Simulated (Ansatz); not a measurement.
Cell and atoms:

```
CELL_PARAMETERS angstrom
3.11025 0.00000 0.00000
0.00000 3.11025 0.00000
0.00000 0.00000 2.86783
ATOMIC_POSITIONS crystal
Al 0.00000 0.00000 0.00000
Ru 0.50000 0.50000 0.50000
```

Before looking at a picture, describe the arrangement of atoms.

Answer. The formula is AlRu. The structure has P4/mmm (No. 123) symmetry and a primitive tetragonal lattice. One cell contains 1 Al, 1 Ru, 2 atoms in all. Al is linked to eight Ru and two Al (2.63 Å to Ru, 2.87 Å to Al). Ru is coordinated by eight Al and two Ru (2.63 Å to Al, 2.87 Å to Ru). Not all metal-metal contacts are counted. The bonds build a three-dimensional framework.

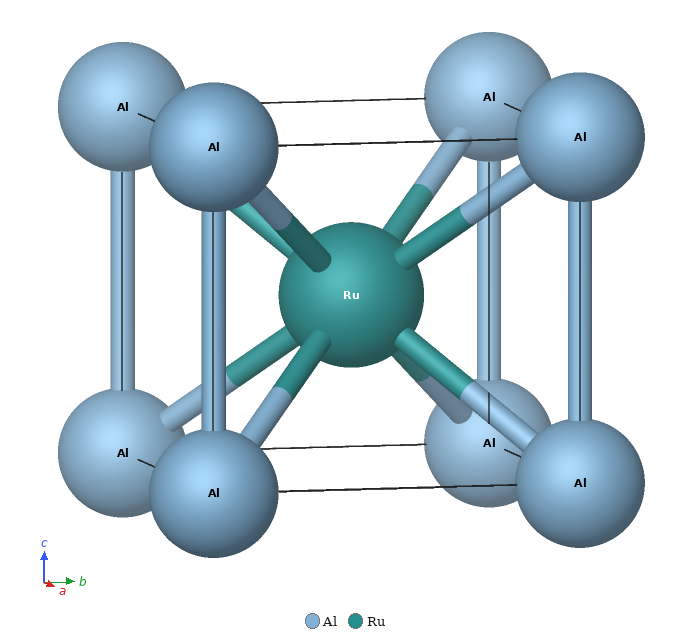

The image is a ball-and-stick drawing of a crystal, viewed slightly off an axis. The parallelepiped is the conventional unit cell.

Starting structure: a structure listed in the Materials Project. It was relaxed with DFT PBEsol, scalar-relativistic, plane waves, PAW in Ansatz under a constraint or pressure on the cell, so some stress remains.

At this level of theory the cell isn't at rest (stretched, at -9 GPa), so its distances can differ from those at equilibrium, the more so the softer the solid.
